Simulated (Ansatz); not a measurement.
**Geometry relaxation of ZrO4 (part 2 of 2)**

Continued. System: ZrO4 (10 atoms in the cell). Method: DFT PBE, scalar-relativistic, plane waves, PAW, no spin polarisation (Ansatz 0.2.0); cutoff 420 eV, 8×8×10 k-mesh, Gaussian smearing of 0.01 eV. The structure was made by a generator, so it may or may not be a known phase.

Geometry of the input (Å; fractional positions):
```
5.3446  0.0000  0.0000
0.0000  5.4425  0.0000
0.0000  0.0000  4.0515
Zr 0.0000  0.0000  0.5000
Zr 0.5000  0.5000  0.0000
O  0.2512  0.2035  0.8196
O  0.7488  0.7965  0.8196
O  0.7512  0.2965  0.6804
O  0.2488  0.7035  0.6804
O  0.7488  0.7965  0.1804
O  0.2512  0.2035  0.1804
O  0.2488  0.7035  0.3196
O  0.7512  0.2965  0.3196
```

### Output, continued
```
  k-point 0: bands = ["-41.5297", "-41.5223", "-19.9084", "-19.9010", "-19.6207", "-19.5903", "-19.5859", "-19.5397", "-14.2993", "-13.8985", "-13.2567", "-13.2564", "-7.3340", "-7.3303", "-7.0463", "-6.6210", "-0.2620", "0.2015", "0.8079", "1.0261", "1.0394", "1.4045", "2.2911", "2.6236", "2.7149", "4.1011", "4.1535", "4.1979", "4.2006", "4.6523", "6.1130", "6.5342", "7.2097", "7.9377", "8.1368", "8.6446", "9.3162", "9.9834", "10.2039", "11.7896", "12.0317", "12.2155", "13.0080", "13.0100", "13.1344", "13.1571"]
  k-point 1: bands = ["-41.5293", "-41.5222", "-19.8982", "-19.8907", "-19.6281", "-19.5954", "-19.5907", "-19.5518", "-14.2618", "-13.8792", "-13.2747", "-13.2744", "-7.3340", "-7.3304", "-7.1338", "-6.7385", "-0.0688", "0.3764", "0.8793", "1.0779", "1.0838", "1.4641", "2.3239", "2.5942", "2.6867", "3.8320", "3.8427", "4.5531", "4.5582", "4.6300", "6.0499", "6.5258", "7.0614", "7.9183", "8.0889", "8.5599", "9.3814", "10.1063", "10.2560", "11.8152", "12.0073", "12.1766", "12.6168", "12.8085", "12.8501", "12.9923"]
  k-point 2: bands = ["-41.5282", "-41.5222", "-19.8695", "-19.8618", "-19.6467", "-19.6106", "-19.6053", "-19.5834", "-14.1595", "-13.8305", "-13.3217", "-13.3213", "-7.3508", "-7.3336", "-7.3305", "-7.0305", "0.4342", "0.8306", "1.0958", "1.1710", "1.1844", "1.6414", "2.4084", "2.5621", "2.6689", "3.6270", "3.6492", "4.2600", "5.0048", "5.1155", "5.8861", "6.5554", "6.6930", "7.8545", "7.9510", "8.3271", "9.4862", "10.1935", "10.4235", "11.8608", "11.9000", "12.0423", "12.1895", "12.3448", "12.4866", "12.7012"]
  k-point 149: bands = ["-41.5237", "-41.5237", "-19.7468", "-19.7468", "-19.6953", "-19.6953", "-19.6779", "-19.6779", "-13.7578", "-13.7578", "-13.4667", "-13.4667", "-7.7687", "-7.7687", "-7.3814", "-7.3814", "1.1956", "1.1956", "1.6974", "1.6974", "2.5415", "2.5415", "3.1276", "3.1276", "3.3032", "3.3032", "3.5813", "3.5813", "5.5289", "5.5289", "5.6236", "5.6236", "6.6895", "6.6895", "6.9848", "6.9848", "8.8409", "8.8409", "11.0407", "11.0407", "11.8935", "11.8935", "12.4181", "12.4181", "13.0897", "13.0897"]
--- Relaxed structure (3 steps of the walk, 3 accepted, 1 SCFs on fresh bases) ---
  F+E_penalty+E_count = -12902.27866578 eV   max|allowed force component| = 2.327e-3 eV/Å   (the final SCF, on the basis selected at the relaxed cell)
  cell:  # Å, volume = 117.8671 Å³
    - [5.350412657021202, 4.723849912191413e-34, 3.936541593492844e-35]
    - [4.8103593636874835e-34, 5.443654575447226, -2.8632009820615193e-19]
    - [2.984105358430159e-35, -2.1314233087856335e-19, 4.046826810147202]
  atoms:
    - { symbol: Zr, position: [-2.028579875009128e-21, 1.9920979161709265e-21, 0.5] }
    - { symbol: Zr, position: [0.49999999999999994, 0.49999999999999994, -5.017577356436481e-21] }
    - { symbol: O, position: [0.25100215415695953, 0.2039268226645433, 0.8194479771874525] }
    - { symbol: O, position: [0.7489978458430402, 0.7960731773354568, 0.8194479771874525] }
    - { symbol: O, position: [0.7510021541569595, 0.2960731773354566, 0.6805520228125473] }
    - { symbol: O, position: [0.2489978458430404, 0.7039268226645433, 0.6805520228125473] }
    - { symbol: O, position: [0.7489978458430402, 0.7960731773354568, 0.18055202281254737] }
    - { symbol: O, position: [0.25100215415695953, 0.2039268226645433, 0.18055202281254737] }
    - { symbol: O, position: [0.2489978458430404, 0.7039268226645433, 0.31944797718745266] }
    - { symbol: O, position: [0.7510021541569595, 0.2960731773354566, 0.31944797718745266] }
```

### Trajectory as extended XYZ (Å, eV, eV/Å), 4 frames, from step=1 to step=4
```
10
Lattice="5.3446 0.0000 0.0000 0.0000 5.4425 0.0000 0.0000 0.0000 4.0515" Properties=species:S:1:pos:R:3:forces:R:3 step=1 energy=-12902.27851 pressure_GPa=-0.00
Zr    0.0000    0.0000    2.0258    0.0000   0.0000   0.0000
Zr    2.6723    2.7213    0.0000    0.0000   0.0000   0.0000
O     1.3424    1.1077    3.3208    0.0005   0.0022   0.0058
O     4.0022    4.3348    3.3208   -0.0005  -0.0022   0.0058
O     4.0147    1.6135    2.7565    0.0005  -0.0022  -0.0058
O     1.3299    3.8290    2.7565   -0.0005   0.0022  -0.0058
O     4.0022    4.3348    0.7308   -0.0005  -0.0022  -0.0058
O     1.3424    1.1077    0.7308    0.0005   0.0022  -0.0058
O     1.3299    3.8290    1.2950   -0.0005   0.0022   0.0058
O     4.0147    1.6135    1.2950    0.0005  -0.0022   0.0058
10
Lattice="5.3515 0.0000 0.0000 0.0000 5.4419 0.0000 0.0000 0.0000 4.0473" Properties=species:S:1:pos:R:3:forces:R:3 step=2 energy=-12902.27823 pressure_GPa=-0.02
Zr    0.0000    0.0000    2.0236    0.0000   0.0000   0.0000
Zr    2.6757    2.7209    0.0000    0.0000   0.0000   0.0000
O     1.3438    1.1088    3.3166    0.0000   0.0036  -0.0002
O     4.0077    4.3331    3.3166    0.0000  -0.0036  -0.0002
O     4.0196    1.6122    2.7543    0.0000  -0.0036   0.0002
O     1.3319    3.8297    2.7543    0.0000   0.0036   0.0002
O     4.0077    4.3331    0.7307    0.0000  -0.0036   0.0002
O     1.3438    1.1088    0.7307    0.0000   0.0036   0.0002
O     1.3319    3.8297    1.2930    0.0000   0.0036  -0.0002
O     4.0196    1.6122    1.2930    0.0000  -0.0036  -0.0002
10
Lattice="5.3504 0.0000 0.0000 0.0000 5.4437 0.0000 0.0000 0.0000 4.0468" Properties=species:S:1:pos:R:3:forces:R:3 step=3 energy=-12902.27823 pressure_GPa=-0.01
Zr    0.0000    0.0000    2.0234    0.0000   0.0000   0.0000
Zr    2.6752    2.7218    0.0000    0.0000   0.0000   0.0000
O     1.3430    1.1101    3.3162   -0.0003   0.0023  -0.0009
O     4.0074    4.3335    3.3162    0.0003  -0.0023  -0.0009
O     4.0182    1.6117    2.7541   -0.0003  -0.0023   0.0009
O     1.3322    3.8319    2.7541    0.0003   0.0023   0.0009
O     4.0074    4.3335    0.7307    0.0003  -0.0023   0.0009
O     1.3430    1.1101    0.7307   -0.0003   0.0023   0.0009
O     1.3322    3.8319    1.2928    0.0003   0.0023  -0.0009
O     4.0182    1.6117    1.2928   -0.0003  -0.0023  -0.0009
10
Lattice="5.3504 0.0000 0.0000 0.0000 5.4437 0.0000 0.0000 0.0000 4.0468" Properties=species:S:1:pos:R:3:forces:R:3 step=4 energy=-12902.27867 pressure_GPa=-0.00
Zr    0.0000    0.0000    2.0234    0.0000   0.0000   0.0000
Zr    2.6752    2.7218    0.0000    0.0000   0.0000   0.0000
O     1.3430    1.1101    3.3162   -0.0003   0.0023  -0.0008
O     4.0074    4.3335    3.3162    0.0003  -0.0023  -0.0008
O     4.0182    1.6117    2.7541   -0.0003  -0.0023   0.0008
O     1.3322    3.8319    2.7541    0.0003   0.0023   0.0008
O     4.0074    4.3335    0.7307    0.0003  -0.0023   0.0008
O     1.3430    1.1101    0.7307   -0.0003   0.0023   0.0008
O     1.3322    3.8319    1.2928    0.0003   0.0023  -0.0008
O     4.0182    1.6117    1.2928   -0.0003  -0.0023  -0.0008
```

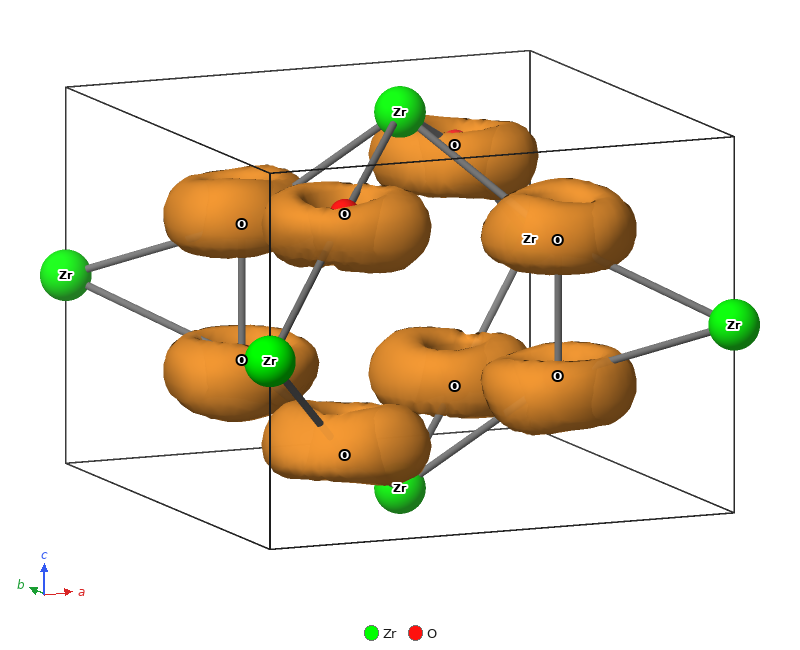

**Figure 1.** Isosurface of the electron localisation function at 0.8 (orange), seen slightly off an axis. Core shells and regions of very low density are left out. Sticks mark near contacts. The outline is the cell set on symmetry axes. Values along the shortest contacts: O–O (1.46 Å): the ELF peaks at about 0.70 between the atoms. Zr–O (2.17 Å): the ELF peaks at about 0.85 in the valence shell of O, 0.6 Å from its nucleus, and drops to about 0.20 between the two atoms. In a PAW calculation such maps are meaningful between the atoms, not at the nuclei.

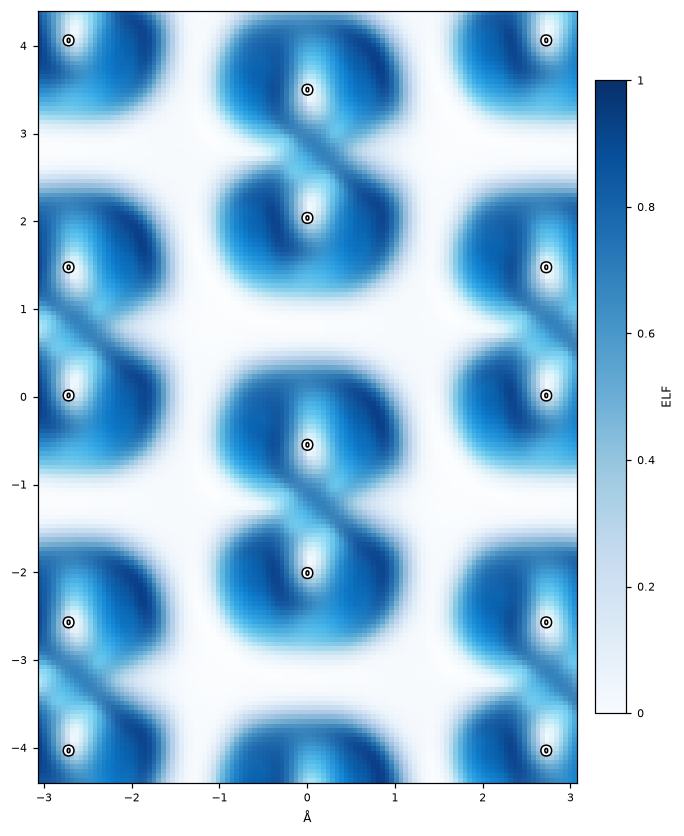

**Figure 2.** Electron localisation function on the (100) plane of the conventional cell. Atoms in the plane: O. O–O (1.46 Å): the ELF peaks at about 0.70 between the atoms.

### Results in brief

- outcome: converged
- space group (tolerance 0.01 Å): Pnnm (58)
- electrons treated: 72
- free energy: −12902.2787 eV
- Fermi energy: 8.734 eV
- gap on the k-point mesh: 0.18 eV
- pressure: 0.00 GPa
- final volume: 117.87 Å³
- largest force (length of the vector) at the end: 0.002 eV/Å
- final cell: a = 5.350 Å, b = 5.444 Å, c = 4.047 Å, α = 90.00°, β = 90.00°, γ = 90.00°
- hardware: 1 thread of Intel Xeon (Sapphire Rapids), 16 GiB of memory available, shared host
- wall time: 4.3 min
- peak memory: 0.81 GiB
